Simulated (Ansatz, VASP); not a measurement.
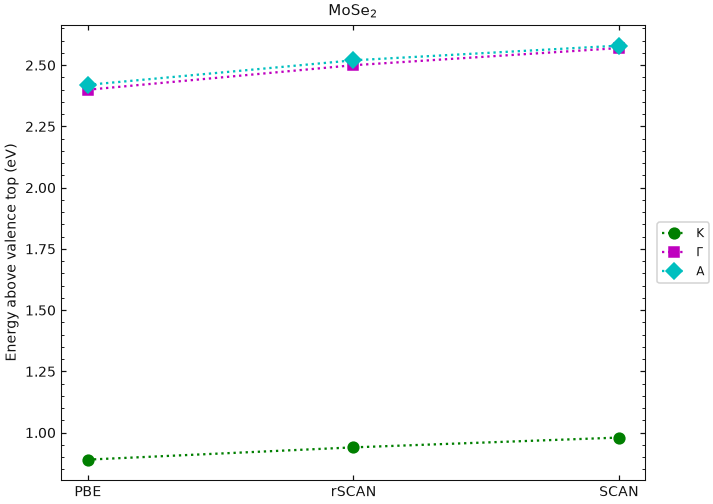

Lowest conduction level at each named k point, counted from the valence-band top at Γ, by several methods on one cell of MoSe2, space group P6_3/mmc, 6 atoms in the cell; a = 3.288 Å, c = 12.900 Å (hexagonal axes). All runs are without spin-orbit coupling and carry no moments. The cell is at 8 GPa in PBE.

| method | program | K (eV) | Γ (eV) | A (eV) |
| --- | --- | --- | --- | --- |
| PBE | Ansatz | 0.89 | 2.40 | 2.42 |
| rSCAN | VASP | 0.94 | 2.50 | 2.52 |
| SCAN | VASP | 0.98 | 2.57 | 2.58 |

### One method is left out: HSE06. Predict its row. It was run as: HSE06, Ansatz PAW, 6×6×2 k mesh, 420 eV cutoff, Fermi-Dirac smearing of 0.05 eV (Ansatz 0.2.0).

Exact exchange opens the gap over the semilocal values shown, the highest of which is 0.98 eV (SCAN) at K. HSE06 gives 1.32 eV at K, 3.07 eV at Γ and 3.09 eV at A, which is +0.43 eV from PBE at K.

### Does HSE06 shift these levels rigidly from PBE?

The shifts are +0.43 eV at K, +0.67 eV at Γ and +0.67 eV at A, and at points that aren't plotted +0.44 eV (H): over the named points that both runs hold, a spread of 0.24 eV on a mean of 0.55 eV, so one shift doesn't describe them.

### How do the methods rank at K?

From low to high: PBE 0.89, rSCAN 0.94, SCAN 0.98, HSE06 1.32 eV. Too close to rank are PBE against rSCAN (different programs, potentials and cutoffs).

Settings. PBE: JTH PAW, 9×9×2 k mesh, 1800 eV cutoff, Fermi-Dirac smearing of 0.05 eV (Ansatz 0.2.0). rSCAN: VASP PAW PBE potentials, release 64 (Mo_sv, Se), 9×9×2 k mesh, 520 eV cutoff, Fermi-Dirac smearing of 0.05 eV (VASP 6.6.1). SCAN: VASP PAW PBE potentials, release 64 (Mo_sv, Se), 9×9×2 k mesh, 520 eV cutoff, Fermi-Dirac smearing of 0.05 eV (VASP 6.6.1).

These are four of the 23 methods that were run on this cell. The runs come from different programs and meshes, which adds differences of its own. The cell's inner coordinates are idealised or old. Spin-orbit coupling is left out, which matters for Mo and Se. LDA, GGA and most meta-GGA functionals understate gaps. rSCAN, SCAN and HSE06: the PAW data sets were made with another functional. PBE: this functional lacks dispersion, which binds the layers, so the pressure across them comes out too large. HSE06: the k mesh is thin for exact exchange.
